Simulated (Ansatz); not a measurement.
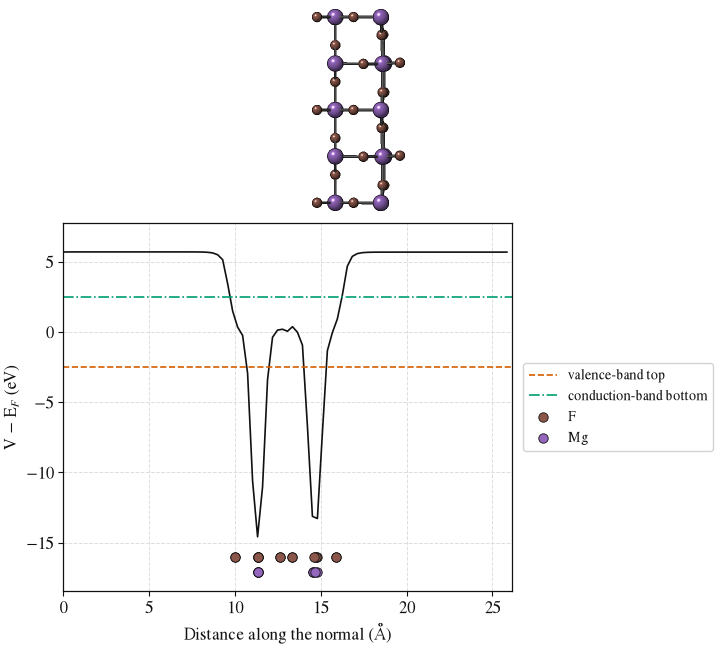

Plane-averaged electrostatic potential energy of an electron across the slab; circles at the bottom mark the heights of the atoms. The structure is drawn too.

System: a (110) slab cut from MgF2 (P4_2/mnm), ended by F planes, 24 atoms in the cell, the slab at its places in the relaxed adsorbed structure.

Level of theory: DFT PBE+D3(BJ), scalar-relativistic, plane waves, PAW, no spin polarisation, 3×3×1 k mesh, 420 eV cutoff, Gaussian smearing of 0.05 eV; code Ansatz 0.2.0.

> What are the ionisation potential and the electron affinity of the slab?

From the vacuum level at the right face the ionisation potential is 8.20 eV and the electron affinity 3.16 eV; the left face gives the same. The slab's gap, their difference before rounding, is 5.03 eV. The two vacuum levels agree, so the slab has no net dipole along its normal.

> How thick are slab and vacuum?

The outermost atoms are 5.9 Å apart, which leaves 20.2 Å of vacuum in a cell 26.1 Å high.

The atoms aren't at rest in this cell (largest force 1.6 eV/Å), so the relaxed material can differ.
